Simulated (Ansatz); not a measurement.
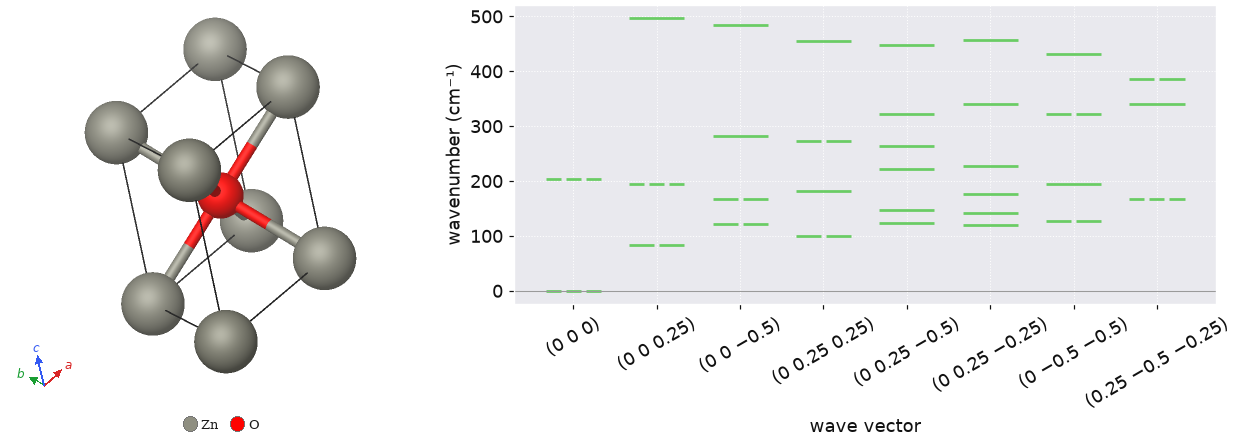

**Figure.** Phonon frequencies at several wave vectors (in fractions of the reciprocal vectors of the given cell) for ZnO, space group Fm-3m (No. 225) (cell built by us, not taken from a database). Imaginary frequencies are drawn as negative. The cell is drawn beside the plot.

No frequency is imaginary, so the structure is stable to these displacements at the wave vectors computed. The highest mode among the wave vectors computed lies at 496.5 cm⁻¹, at (0 0 0.25) (at the zone centre itself the field of polar modes is left out).

Method: harmonic phonon frequencies at the irreducible points of a q mesh with atoms at rest in the given cell, q in fractions of the reciprocal cell vectors, no long-range term at q = 0, imaginary frequencies are negative, the first points where there are many; plane waves with PAW datasets (Ansatz 0.2.0). Level: PBE, no spin polarisation.

```csv
setting,value
wave cutoff,420 eV
k mesh,12×12×12
occupations,fixed
pressure,0 GPa
phonon method,linear response
q mesh,4×4×4
```

Starting cell:
```
CELL_PARAMETERS angstrom
0.00000 2.16500 2.16500
2.16500 0.00000 2.16500
2.16500 2.16500 0.00000
ATOMIC_POSITIONS crystal
Zn 0.00000 0.00000 0.00000
O 0.50000 0.50000 0.50000
```
